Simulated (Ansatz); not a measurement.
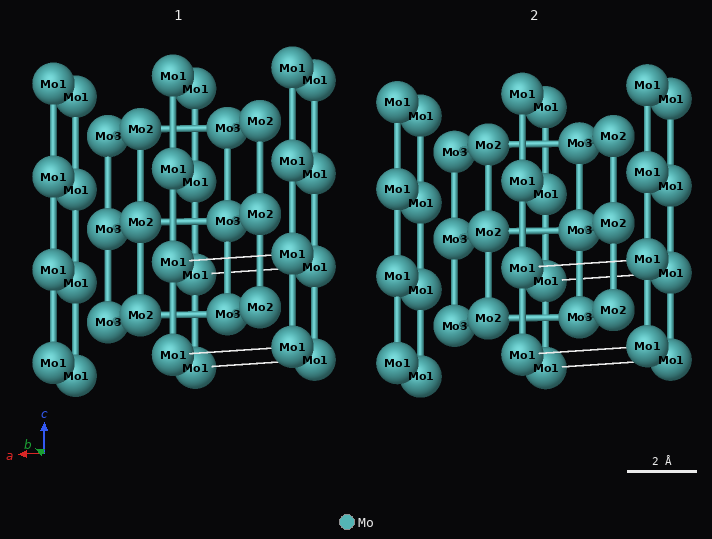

Two geometries of solid Mo (a generated structure, set up in P6/mmm), drawn at one scale. One is the start of a relaxation, the other its converged end. Style: ball-and-stick. Shown: the cell of the calculation, repeated 2 × 1 × 3 with one cell outlined, from a free direction.

Theory: DFT, r2SCAN, plane waves (500 eV) with PAW, scalar-relativistic (Ansatz 0.2.0). Settings: plane-wave cutoff 500 eV; k-point mesh 8 × 8 × 11; occupations fermi dirac; smearing width 0.1 eV; no spin polarisation; cell and atoms relaxed; force threshold 0.01 eV/Å; at most 60 steps.

Which one is relaxed?

Answer. Structure 2 is the relaxed one. Phase: omega (AlB2-type). After 3 accepted moves (5 points after the start) the energy has fallen by 137 meV per atom. All forces vanish by symmetry, so only the cell relaxes. The pressure goes from 5.38 to 0.02 GPa. The line search rejected the trial step at point 2 of the run. The SCF was repeated once at an unchanged geometry on a basis and grid sized afresh for the cell, which shifted the energy by 0.3 meV per atom at most. The atoms keep their places relative to the cell (all moves are under 0.005 Å). Cell: a = b 4.449 → 4.655 Å (+4.6 %), c 2.728 → 2.548 Å (−6.6 %). Volume +2.2 %. Near-neighbour distances that change, for instance: Mo1–Mo1 2.728 → 2.548 Å, Mo2–Mo3 2.569 → 2.688 Å, Mo1–Mo2 2.908 → 2.974 Å. The space group stays P6/mmm (No. 191).
